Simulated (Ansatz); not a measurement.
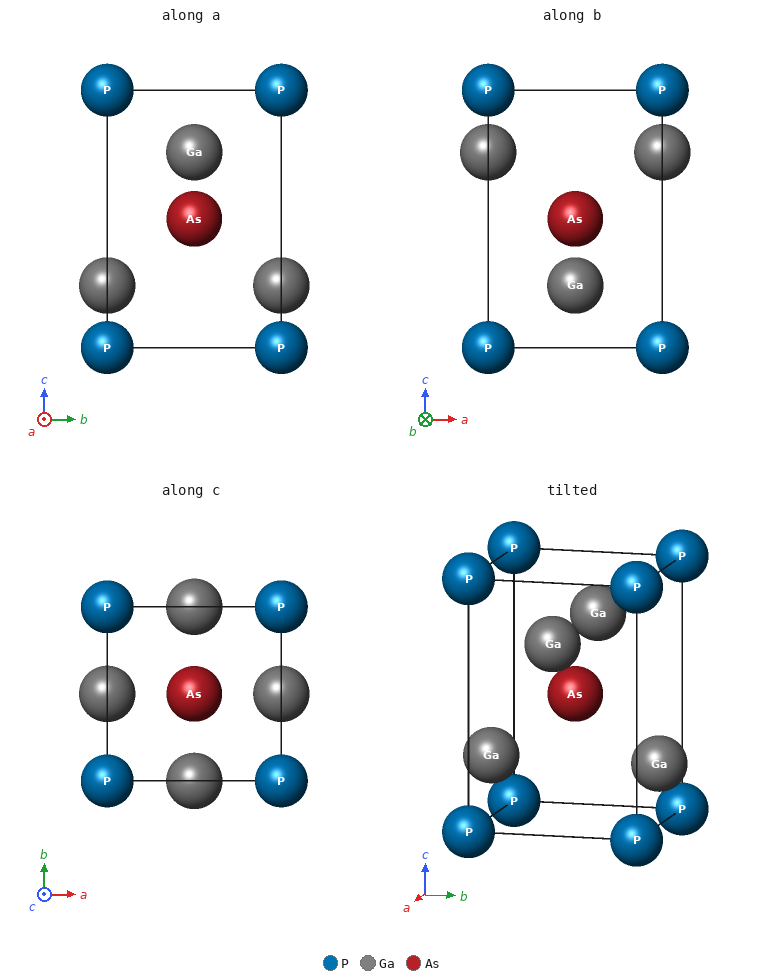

The crystal in a spheres-only representation, seen along the a axis, along the b axis, along the c axis and slightly off an axis. The frame is the conventional unit cell; atoms at its boundary are shown with their periodic copies.

Lattice parameters: a = 3.7560 Å, b = 3.7560 Å, c = 5.5532 Å, α = 90.000°, β = 90.000°, γ = 90.000°.

**From the views, write a CIF in P1 with every atom of the cell, with free fractional coordinates to two decimals.**

```cif
data_structure
_symmetry_space_group_name_H-M 'P 1'
_symmetry_Int_Tables_number 1
_cell_length_a 3.7560
_cell_length_b 3.7560
_cell_length_c 5.5532
_cell_angle_alpha 90.000
_cell_angle_beta 90.000
_cell_angle_gamma 90.000
_cell_volume 78.34
loop_
_atom_site_label
_atom_site_type_symbol
_atom_site_fract_x
_atom_site_fract_y
_atom_site_fract_z
_atom_site_occupancy
P1 P 0.00 0.00 0.00 1
Ga1 Ga 0.00 0.50 0.76 1
As1 As 0.50 0.50 0.50 1
Ga2 Ga 0.50 0.00 0.24 1
```

Origin of the cell: a structure type filled with these elements by a generator (whether the compound takes this form wasn't checked). The cell was then strained or its atoms displaced on purpose. It went into a calculation with Ansatz.

At this level of theory the cell isn't at rest (compressed, at 10 GPa), so its distances can differ from those at equilibrium, the more so the softer the solid.
